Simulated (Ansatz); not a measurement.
**WSe₂: density, localisation and related maps**

The calculation's input:

```
crystal:
  lattice:
    - [0.0, 3.0924832564, 3.0924832564]
    - [3.0924832564, 0.0, 3.0924832564]
    - [3.0924832564, 3.0924832564, 0.0]
  atoms:
    - { symbol: W, position: [0.0, 0.0, 0.0] }
    - { symbol: Se, position: [0.25, 0.25, 0.25] }
    - { symbol: Se, position: [0.75, 0.75, 0.75] }
kpoints:
  mp_grid: { grid: [4, 4, 4] }
hamiltonian:
  xc: hse06
scf:
  occupations: { method: fermi_dirac, width: 0.02 }
  n_extra_bands: 4
output:
  forces: true
  stress: true
  eigenvalues: true
  write_density: true
  write_potential: true
  elf: true
  volumetric_format: npy
```

Launched as:

```sh
ansatz run input.yaml --threads 4 --pin off --max-ram 3686MiB --backend cpu --events-out ev --progress --plain --runs-dir out
```

Below, planes, directions and counts refer to the conventional cell (a = 6.18 Å, b = 6.18 Å, c = 6.18 Å, α = 90.00°, β = 90.00°, γ = 90.00°).

Space group Fm-3m; started from the fluorite prototype, which need not be the ambient phase; computed pressure about −3 GPa in this cell.

Method: DFT, HSE06, plane waves, PAW (Ansatz 0.2.0).

In a PAW calculation such maps are meaningful between the atoms, not at the nuclei.

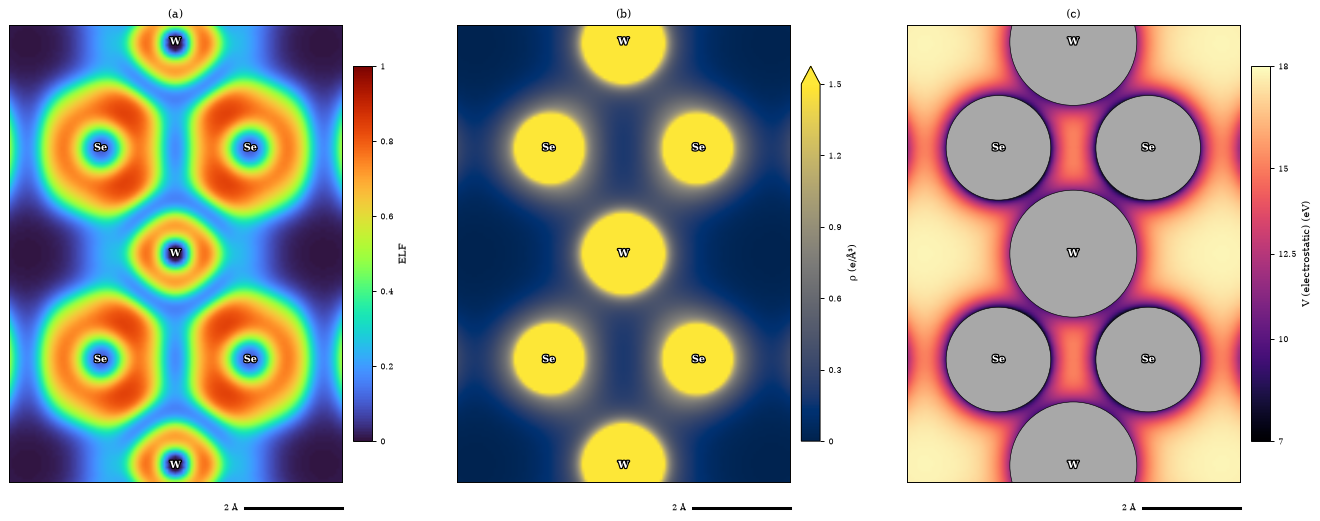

Figure 1. (a) electron localisation function; (b) valence charge density (pseudo); (c) electrostatic potential (local pseudopotential plus Hartree) felt by an electron on the (110) plane of the conventional cell. Grey discs cover the atomic cores in the potential map.

Read the bonding off the picture.

- The plane passes through W and Se nuclei.
- W–Se (2.68 Å): ρ at the midpoint is about 0.43 e/Å³; the ELF is about 0.50 at the midpoint.
- Between the atoms the lowest density in this plane is 0.01 e/Å³.
- The features right at W lie inside the PAW spheres, where the map follows smoothed inner orbitals and isn't to be read closely.
- Outside the cores the potential energy rises away from the atoms and is highest about 2.7 Å from the nearest atoms; its zero is arbitrary.

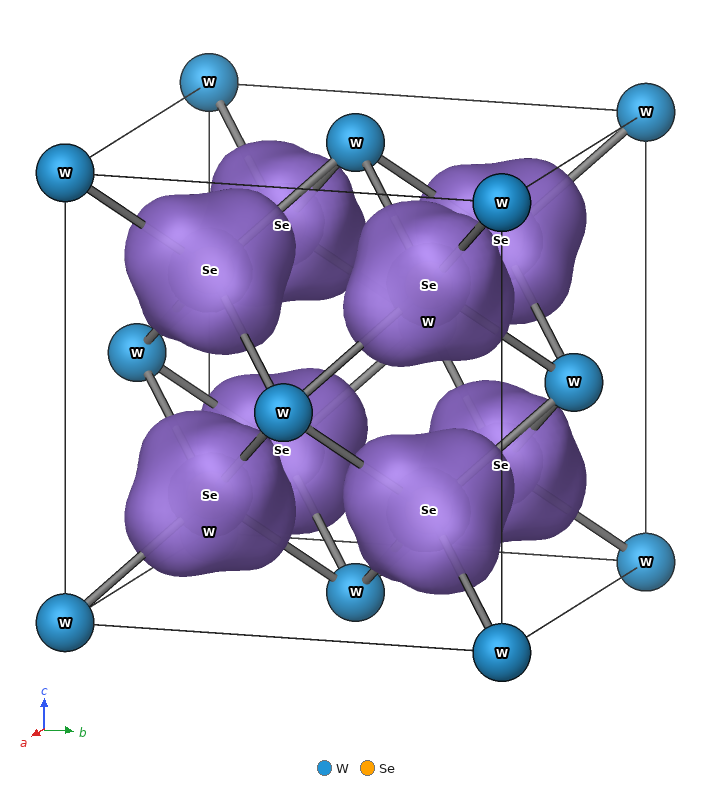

Figure 2. Isosurface of the ELF at 0.65 (purple), seen slightly off an axis. Only the valence region is drawn (cores and ρ < 0.01 e/Å³ removed). Sticks mark near contacts.

What do the ELF domains correspond to?

The surface consists of eight regions wrapped around Se (the valence shell of each), counted in one cell of 12 atoms. Any copies at cell faces, edges or corners count once.
